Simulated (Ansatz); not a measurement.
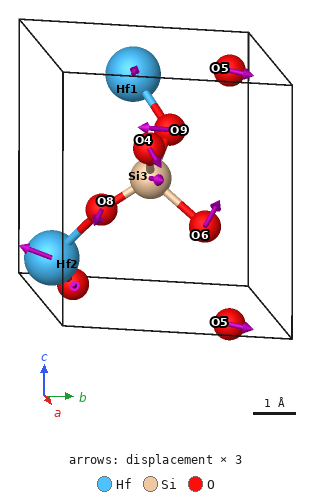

This is a relaxation of crystalline Hf$_{2}$SiO$_{6}$ (a generated structure, set up in P1) (coarse preliminary run). The starting structure is drawn; purple arrows show the displacements (the part carried along by the change of the cell is left out), 3 times their true length.

A ball-and-stick model of the reduced cell, seen slightly off an axis. Lengths and directions refer to the drawn axes.

Level of theory: DFT PBE, scalar-relativistic, plane waves, PAW in Ansatz.

The input:
```yaml
crystal:
  lattice:
    - [-4.9928300741, 2.9639945605, -0.0568839538]
    - [-5.0261495245, -3.0186378905, -0.0879060694]
    - [-0.0035824495, 0.0328297656, 6.3525337325]
  atoms:
    - { symbol: Hf, position: [0.9846150361, 0.5057588168, 0.812401031] }
    - { symbol: Hf, position: [0.5169289965, -0.0510262057, 0.1625805713] }
    - { symbol: Si, position: [0.5245760941, 0.5170083901, 0.4975266913] }
    - { symbol: O, position: [0.2444513974, 0.5773062879, 0.6706021455] }
    - { symbol: O, position: [0.2054470521, 0.2336847954, 0.0034748803] }
    - { symbol: O, position: [0.5179359313, 0.2809597504, 0.3208586541] }
    - { symbol: O, position: [0.7830532801, 0.8052834909, 1.011219575] }
    - { symbol: O, position: [0.4373133323, 0.7475195945, 0.3799607547] }
    - { symbol: O, position: [0.7856788801, 0.3835050798, 0.6413756967] }
basis:
  ecutwfc: 420
kpoints:
  mp_grid: { grid: [4, 4, 2] }
hamiltonian:
  xc: pbe
scf:
  occupations: { method: gaussian, width: 0.1 }
  lower_state_search: "off"
output:
  forces: true
  stress: true
  eigenvalues: true
relax:
  adjacent_minimum: "off"
  f_tol: 0.025
  max_steps: 60
  cell: { stress_tol: 0.25 }
```

Run as
```bash
ansatz run input.yaml --threads 1 --pin off --max-ram 2560MiB --backend cpu --events-out ev --progress --plain --runs-dir out
```

### Describe the change and its energy.

The largest moves relative to the cell, 0.29 Å, are those of Hf2 and O6. Hf2 goes along [1 −3 1]. Largest moves by element: Hf 0.29 Å, O 0.29 Å, Si 0.20 Å. The drawn cell changes as follows: a 5.807 → 5.741 Å (−1.1 %), b 5.864 → 5.752 Å (−1.9 %), c 6.353 → 6.410 Å (+0.9 %), α 89.0° → 89.9°, β 89.6° → 90.1°, γ 61.7° → 63.0°; the volume changes by −1.0 %. Near-neighbour distances that change, for instance: Hf2–O7 1.667 → 1.949 Å, Hf2–O6 2.178 → 1.953 Å, Si3–O4 1.856 → 1.636 Å, Si3–O8 1.422 → 1.637 Å. Among the angles between lasting bonds that change: O5–Hf2–O6 82.6° → 107.6°, Hf1–O9–Si3 135.8° → 159.1°, O8–Si3–O9 126.5° → 109.5°. The space group stays P1 (No. 1). The energy falls by 492 meV per atom in 5 accepted moves (6 points after the start). The largest force component goes from 13 to 0.0057 eV/Å. The pressure goes from 4.13 to −0.11 GPa. At 1 point the geometry stayed and the basis and grid were re-selected for the new cell (energy shift of 0.2 meV per atom at most each time). Cost: 2.1 min on 1 thread of Intel(R) Xeon(R) Processor @ 2.70GHz, on a shared host, peak memory 0.52 GiB.
